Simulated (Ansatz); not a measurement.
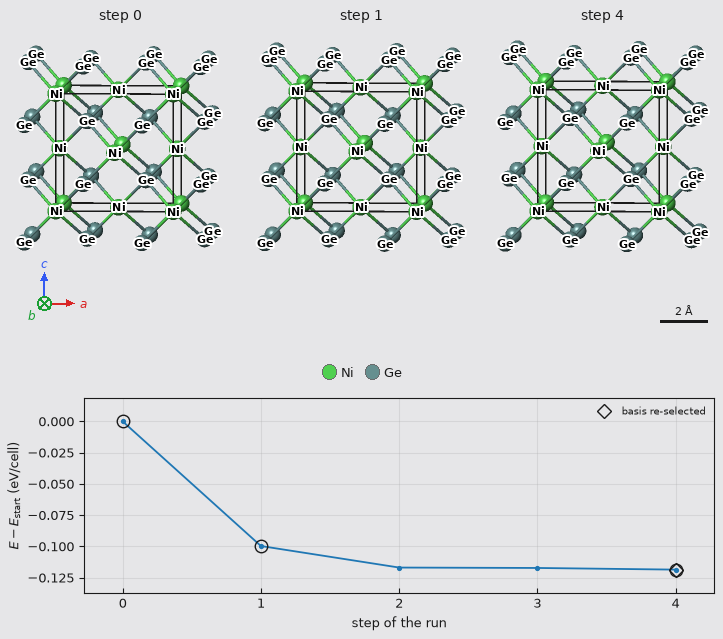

Frames of a relaxation of crystalline NiGe (built on the zinc blende type) (coarse preliminary run), marked on the history of the run. A ball-and-stick model of the conventional cell (4 times the calculation's cell), seen from a free direction. Lengths and directions refer to the drawn axes.

Computed with DFT PBEsol, scalar-relativistic, plane waves, PAW in Ansatz.

Input
```yaml
crystal:
  lattice:
    - [0.0, 2.5377763786, 2.5377763786]
    - [2.5377763786, 0.0, 2.5377763786]
    - [2.5377763786, 2.5377763786, 0.0]
  atoms:
    - { symbol: Ni, position: [0.0, 0.0, 0.0] }
    - { symbol: Ge, position: [0.25, 0.25, 0.25] }
basis:
  ecutwfc: 420
kpoints:
  mp_grid: { grid: [6, 6, 6] }
hamiltonian:
  xc: pbesol
scf:
  occupations: { method: gaussian, width: 0.1 }
output:
  forces: true
  stress: true
  eigenvalues: true
relax:
  adjacent_minimum: "off"
  f_tol: 0.05
  max_steps: 80
  cell: { stress_tol: 0.5 }
```

Command:
```bash
ansatz run input.yaml --threads 1 --pin off --max-ram 2560MiB --backend cpu --events-out ev --progress --plain --runs-dir out
```

Q: Describe the path.

A: The atoms keep their places relative to the cell (all moves are under 0.005 Å). Cell: a = b = c 5.076 → 5.245 Å (+3.3 %). Volume +10.4 %. Near-neighbour distances that change, for instance: Ni1–Ge2 2.198 → 2.271 Å. The space group stays F-43m (No. 216). The energy falls by 0.119 eV per cell of the calculation in 3 accepted moves (4 points after the start). All forces vanish by symmetry, so only the cell relaxes. The pressure goes from 12.16 to 0.10 GPa. At 1 point the geometry stayed and the basis and grid were re-selected for the new cell (energy shift of 1.3 meV per cell of the calculation at most each time). From step 0 to 1: volume +6.1 %, energy −99.6 meV per cell of the calculation. From step 1 to 4: volume +4.0 %, energy −18.9 meV per cell of the calculation.

```json
{"step": "0", "E − E(0), meV/atom": "0.00", "pressure, GPa": "12.16", "volume, Å³/atom": "16.344", "note": ""}
{"step": "1", "E − E(0), meV/atom": "-49.82", "pressure, GPa": "4.26", "volume, Å³/atom": "17.347", "note": ""}
{"step": "2", "E − E(0), meV/atom": "-58.43", "pressure, GPa": "0.59", "volume, Å³/atom": "17.940", "note": ""}
{"step": "3", "E − E(0), meV/atom": "-58.59", "pressure, GPa": "0.04", "volume, Å³/atom": "18.039", "note": ""}
{"step": "4", "E − E(0), meV/atom": "-59.26", "pressure, GPa": "0.10", "volume, Å³/atom": "18.039", "note": "same geometry, new basis"}
```

Limits of the set-up: an element that often carries a moment was run without spin polarisation.
